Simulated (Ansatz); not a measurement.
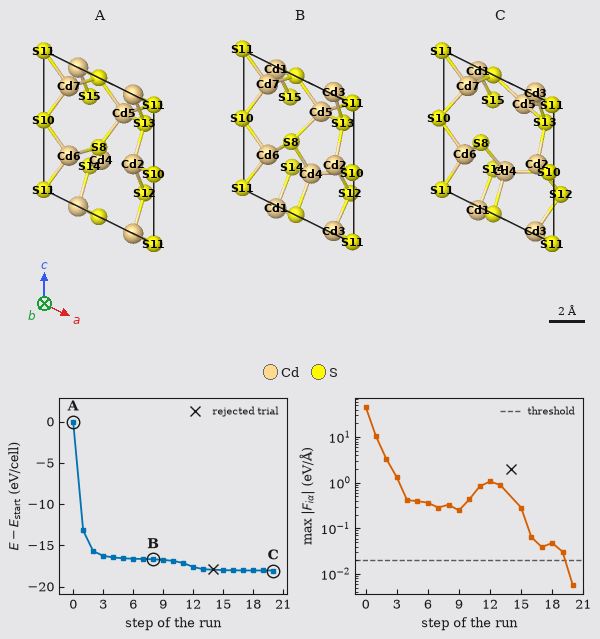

Frames of a relaxation of a defect cell of composition Cd7S8 (started half-way along a vacancy jump, in the symmetry of that start), marked on the history of the run. The picture is a ball-and-stick view of the cell of the calculation (origin shifted), seen along the b axis.

Method: DFT PBE, scalar-relativistic, plane waves, PAW (Ansatz). Settings: plane-wave cutoff 420 eV; k-point mesh 4 × 4 × 4; occupations gaussian; smearing width 0.05 eV; no spin polarisation; atoms relaxed in a fixed cell; force threshold 0.02 eV/Å; at most 60 steps.

### What happens along the run?

An S atom moves most: 1.11 Å roughly along [−3 −1 −1]. By element the largest moves are S 1.11 Å, Cd 0.76 Å. The lattice vectors keep their values. Near-neighbour distances that change, for instance: S–S 4.186 → 2.115 Å, Cd–S 1.489 → 2.561 Å, Cd–S 2.565 → 3.591 Å, Cd–S 3.320 → 2.603 Å. New bonds form: Cd–S (3.32 → 2.60 Å), Cd–S (3.32 → 2.61 Å), S–S (4.19 → 2.12 Å). Bonds break: Cd–S (2.57 → 3.59 Å). Among the angles between lasting bonds that change: S–Cd–S 150.9° → 109.4°, S–Cd–S 109.8° → 134.1°, S–Cd–S 109.2° → 129.5°. The energy falls by 18.051 eV per cell of the calculation in 19 accepted moves (20 points after the start). The largest force component goes from 46 to 0.0056 eV/Å. The line search rejected the trial step at point 14 of the run. Cost: 5.7 min on 4 threads of AMD EPYC 9R45 96-Core Processor (Zen 5), with other jobs on the host, peak memory 2 GiB. From step 0 to 8: a Cd atom moves most (1.00 Å), energy −16.691 eV per cell of the calculation. From step 8 to 20: an S atom moves most (0.74 Å), energy −1.359 eV per cell of the calculation.

```
step  E − E(0), meV/atom  largest force component, eV/Å      note
   0                0.00                        46.4133          
   1             -879.96                        10.3713          
   2            -1046.57                         3.3097          
   3            -1084.61                         1.3279          
   4            -1098.01                         0.4160          
   5            -1104.53                         0.3951          
   6            -1108.41                         0.3655          
   7            -1110.36                         0.2855          
   8            -1112.76                         0.3297          
   9            -1117.71                         0.2475          
  10            -1125.55                         0.4295          
  11            -1142.72                         0.8306          
  12            -1174.25                         1.0671          
  13            -1193.02                         0.8887          
  14            -1190.02                         1.9788  rejected
  15            -1200.57                         0.2862          
  16            -1201.98                         0.0640          
  17            -1202.76                         0.0390          
  18            -1203.24                         0.0479          
  19            -1203.32                         0.0309          
  20            -1203.37                         0.0056
```

Limits of the set-up: the periodic images lie only 8.0 Å apart, so the values are limited by the cell's size.
